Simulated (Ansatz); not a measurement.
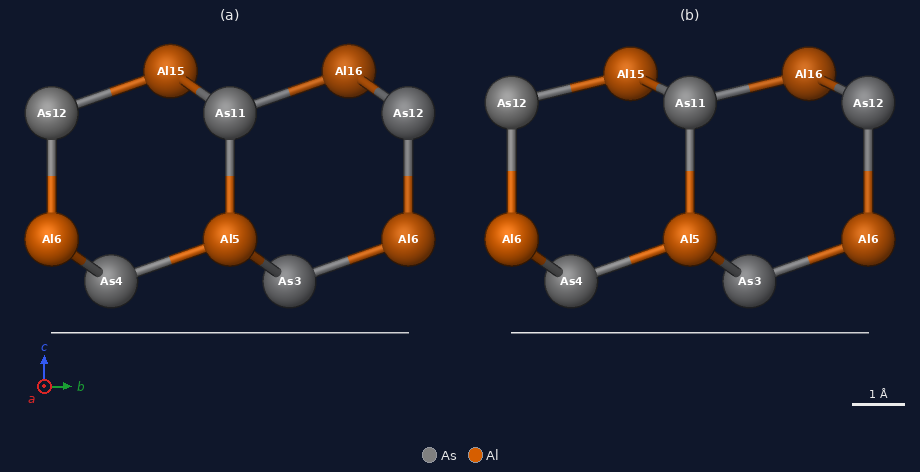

The structure of a slab of composition AlAs (cut from the F-43m phase) before (left) and after (right) a constrained relaxation, at one scale.

A ball-and-stick model of the cell of the calculation, outlined in the plane, without the vacuum (origin shifted), seen along the a axis.

Case: clean slab, lower planes held. The slab is the (1 1 1) face of AlAs. 8 atoms are held fixed.

Method: Ansatz 0.2.0, DFT PBE+D3(BJ), scalar-relativistic, plane waves, PAW.

The input:
```yaml
crystal:
  lattice:
    - [8.0103882437, 0.0, 0.0]
    - [-4.0051941218, 6.9371997132, 0.0]
    - [0.0, 0.0, 20.087784133]
  atoms:
    - { symbol: As, position: [0.5, 0.0, 0.3982519897] }
    - { symbol: As, position: [0.5, 0.5, 0.3982519897] }
    - { symbol: As, position: [0.0, 0.0, 0.3982519897] }
    - { symbol: As, position: [0.0, 0.5, 0.3982519897] }
    - { symbol: Al, position: [0.1666666667, 0.8333333333, 0.4389511938] }
    - { symbol: Al, position: [0.1666666667, 0.3333333333, 0.4389511938] }
    - { symbol: Al, position: [0.6666666667, 0.8333333333, 0.4389511938] }
    - { symbol: Al, position: [0.6666666667, 0.3333333333, 0.4389511938] }
    - { symbol: As, position: [0.6666666667, 0.8333333333, 0.5610488062] }
    - { symbol: As, position: [0.6666666667, 0.3333333333, 0.5610488062] }
    - { symbol: As, position: [0.1666666667, 0.8333333333, 0.5610488062] }
    - { symbol: As, position: [0.1666666667, 0.3333333333, 0.5610488062] }
    - { symbol: Al, position: [0.3333333333, 0.6666666667, 0.6017480103] }
    - { symbol: Al, position: [0.3333333333, 0.1666666667, 0.6017480103] }
    - { symbol: Al, position: [0.8333333333, 0.6666666667, 0.6017480103] }
    - { symbol: Al, position: [0.8333333333, 0.1666666667, 0.6017480103] }
basis:
  ecutwfc: 420
kpoints:
  mp_grid: { grid: [2, 2, 1] }
hamiltonian:
  xc: pbe
  dispersion: d3bj
scf:
  occupations: { method: gaussian, width: 0.05 }
output:
  forces: true
  eigenvalues: true
  write_density: true
  write_potential: true
  elf: true
  volumetric_format: npy
relax:
  adjacent_minimum: "off"
  f_tol: 0.03
  max_steps: 70
  constraints: [{ sites: [0, 1, 2, 3, 4, 5, 6, 7] }]
efield:
  axis: 3
  dipole_correction: true
  ramp_width: 0.04
```

Command:
```bash
ansatz run input.yaml --threads 4 --pin off --max-ram 10240MiB --backend cpu --events-out ev --progress --plain --runs-dir out
```

Describe what moved and what it gained.

After 3 geometry steps the energy has fallen by 0.550 eV per cell of the calculation. Largest force component: 1.4 eV/Å at the start, 0.0067 eV/Å at the end. The largest moves, 0.20 Å, are those of As9, As10, As11 and As12. As9 goes along the normal (+c). Largest moves by element: As 0.20 Å, Al 0.05 Å. The cell doesn't change. Some distances before and after: Al5–As11 2.453 → 2.656 Å, As10–Al14 2.453 → 2.380 Å. Bond angles that change, for instance: Al8–As10–Al14 109.5° → 103.7°, Al14–As10–Al15 109.5° → 114.6°, As9–Al13–As11 109.5° → 114.6°.
